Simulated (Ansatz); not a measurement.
System: Al.

Input file:

```
crystal:
  lattice:
    - [2.8227735407, 0.0, 0.0]
    - [-1.4113867703, 2.4445935954, 0.0]
    - [1.4113867703, 0.8148645318, 2.3047849447]
  atoms:
    - { symbol: Al, position: [0.0, 0.0, 0.0] }
basis:
  ecutwfc: 500
kpoints:
  mp_grid: { grid: [12, 12, 15] }
hamiltonian:
  xc: r2scan
scf:
  occupations: { method: gaussian, width: 0.1 }
output:
  forces: true
  stress: true
  eigenvalues: true
  write_density: true
  write_potential: true
  elf: true
  volumetric_format: npy
```

Command:

```sh
ansatz run input.yaml --threads 2 --pin off --max-ram 6144MiB --backend cpu --events-out ev --progress --plain --runs-dir out
```

Below, planes, directions and counts refer to the conventional cell (a = 3.99 Å, b = 3.99 Å, c = 3.99 Å, α = 90.00°, β = 90.00°, γ = 90.00°).

Space group Fm-3m; computed without spin polarisation.

The calculation used DFT r2SCAN, scalar-relativistic, plane waves, PAW in Ansatz.

### What can the converged valence pseudo-density and electron localisation function tell about the bonding?

Al–Al (2.82 Å): the density is about 0.21 e/Å³ at the midpoint; the ELF peaks at about 0.65 between the atoms.

### Does the calculation make it a metal, or give it a gap?

It is metallic or semimetallic at this level of theory: no gap opens.

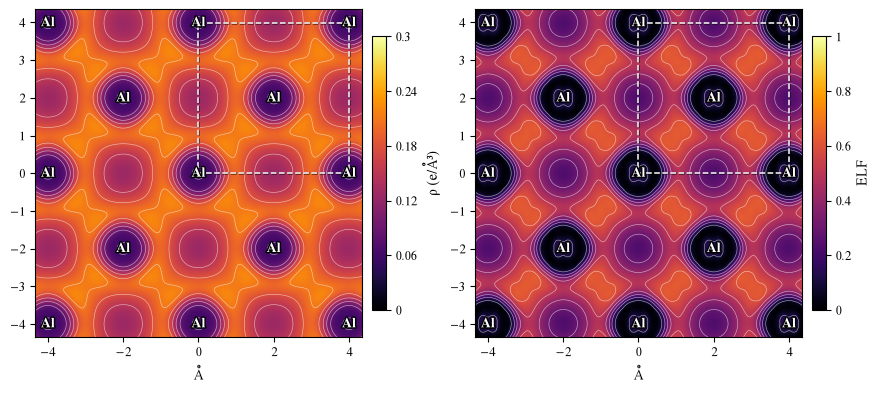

Computed valence pseudo-density and electron localisation function on the (100) plane of the conventional cell, in this order. 

Core electrons are frozen (PAW), and the valence fields are smoothed inside the atomic spheres.
